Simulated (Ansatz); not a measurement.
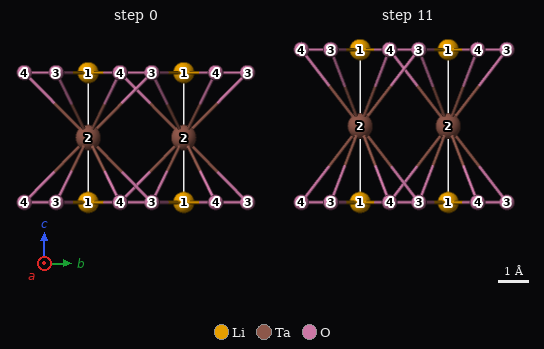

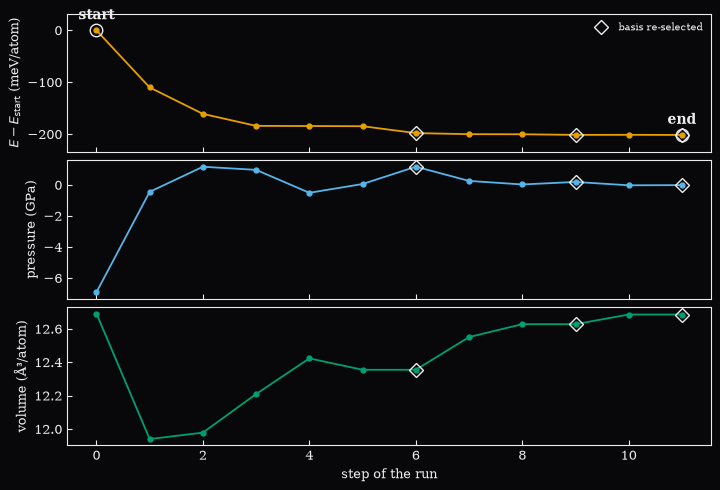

First and last geometry of a relaxation of solid LiTaO2 (a generated structure, set up in P6/mmm) (coarse preliminary run), with the history of the run. The picture is a ball-and-stick view of the cell of the calculation, seen along the a axis.

All numbers below come from DFT PBE, scalar-relativistic, plane waves, PAW (Ansatz 0.2.0). Set-up: plane-wave cutoff 420 eV; k-point mesh 6 × 6 × 4; occupations gaussian; smearing width 0.1 eV; collinear spin; cell and atoms relaxed; force threshold 0.04 eV/Å; at most 70 steps.

What do the curves and the structures tell?

It converged. After 8 accepted moves (11 points after the start) the energy has fallen by 201 meV per atom. All forces vanish by symmetry, so only the cell relaxes. Pressure: −6.91 GPa at the start and −0.01 GPa at the end. At 3 points the geometry stayed and the basis and grid were re-selected for the new cell (energy shift of 13.2 meV per atom at most each time). The atoms keep their places relative to the cell (all moves are under 0.005 Å). The drawn cell changes at constant volume: a = b 3.681 → 3.391 Å (−7.9 %), c 4.327 → 5.094 Å (+17.7 %). Near-neighbour distances that change, for instance: Li1–Ta2 2.163 → 2.547 Å, Ta2–Ta2 3.681 → 3.391 Å, Ta2–O3 3.033 → 3.213 Å, Li1–O3 2.125 → 1.958 Å. The space group stays P6/mmm (No. 191).

| step | E − E(0), meV/atom | pressure, GPa | volume, Å³/atom | note |
| --- | --- | --- | --- | --- |
| 0 | 0.00 | -6.91 | 12.692 |  |
| 1 | -109.95 | -0.44 | 11.940 |  |
| 2 | -160.81 | 1.18 | 11.979 |  |
| 3 | -183.91 | 0.98 | 12.210 |  |
| 4 | -184.26 | -0.50 | 12.424 |  |
| 5 | -184.58 | 0.06 | 12.355 |  |
| 6 | -197.81 | 1.18 | 12.355 | same geometry, new basis |
| 7 | -199.92 | 0.26 | 12.551 |  |
| 8 | -200.06 | 0.03 | 12.628 |  |
| 9 | -201.27 | 0.20 | 12.628 | same geometry, new basis |
| 10 | -201.16 | -0.02 | 12.686 |  |
| 11 | -201.39 | -0.01 | 12.686 | same geometry, new basis |
